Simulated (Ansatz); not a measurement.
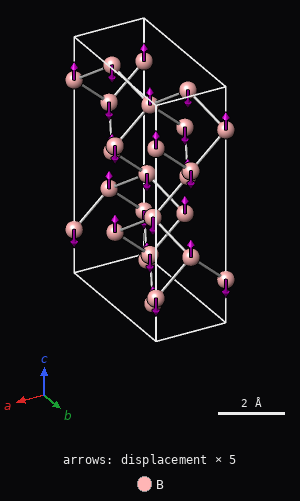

This is a relaxation of crystalline B (a generated structure, set up in Fddd) (coarse preliminary run). The starting structure is drawn; purple arrows show the displacements (the part carried along by the change of the cell is left out), magnified 5 times.

Style: ball-and-stick. Shown: the conventional cell (4 times the calculation's cell), from a free direction. Lengths and directions refer to the drawn axes.

These are results of DFT PBE, scalar-relativistic, plane waves, PAW (Ansatz 0.2.0), not measurements.

Input file:
```yaml
crystal:
  lattice:
    - [0.0, 2.5500521, 4.11257371]
    - [1.23077064, 0.0, 4.11257371]
    - [1.23077064, 2.5500521, 0.0]
  atoms:
    - { symbol: B, position: [0.81733054, 0.81733054, 0.18266946] }
    - { symbol: B, position: [0.06733054, 0.06733054, 0.43266946] }
    - { symbol: B, position: [0.18266946, 0.18266946, 0.81733054] }
    - { symbol: B, position: [0.43266946, 0.43266946, 0.06733054] }
basis:
  ecutwfc: 420
kpoints:
  mp_grid: { grid: [8, 8, 8] }
hamiltonian:
  xc: pbe
scf:
  occupations: { method: gaussian, width: 0.1 }
  lower_state_search: "off"
output:
  forces: true
  stress: true
  eigenvalues: true
relax:
  adjacent_minimum: "off"
  f_tol: 0.04
  max_steps: 70
  cell: { stress_tol: 0.4 }
```

Command:
```bash
ansatz run input.yaml --threads 1 --pin off --max-ram 2560MiB --backend cpu --events-out ev --progress --plain --runs-dir out
```

Describe the change and its energy.

Over 12 accepted moves (15 points after the start) the energy falls by 835 meV per atom. The largest force component goes from 1.3 to 0.00045 eV/Å. The pressure goes from 47.94 to 0.00 GPa. The line search rejected the trial step at point 8 of the run. At 2 points the geometry stayed and the basis and grid were re-selected for the new cell (energy shift of 19.5 meV per atom at most each time). The largest moves relative to the cell, 0.13 Å, are those of B1, B2, B3 and B4. B1 goes along +c. The drawn cell changes as follows: a 2.462 → 1.852 Å (−24.7 %), b 5.100 → 5.825 Å (+14.2 %), c 8.225 → 10.080 Å (+22.5 %); the volume changes by +5.3 %. Near-neighbour distances that change, for instance: B1–B1 2.462 → 1.852 Å, B1–B3 1.656 → 1.867 Å, B1–B4 1.704 → 1.773 Å. Among the angles between lasting bonds that change: B4–B2–B4 96.0° → 59.5°, B3–B2–B4 96.0° → 108.1°, B3–B2–B3 112.3° → 119.1°. The space group stays Fddd (No. 70). Cost: 48 s on 1 thread of Intel(R) Xeon(R) Processor, with other jobs on the host, peak memory 0.36 GiB.
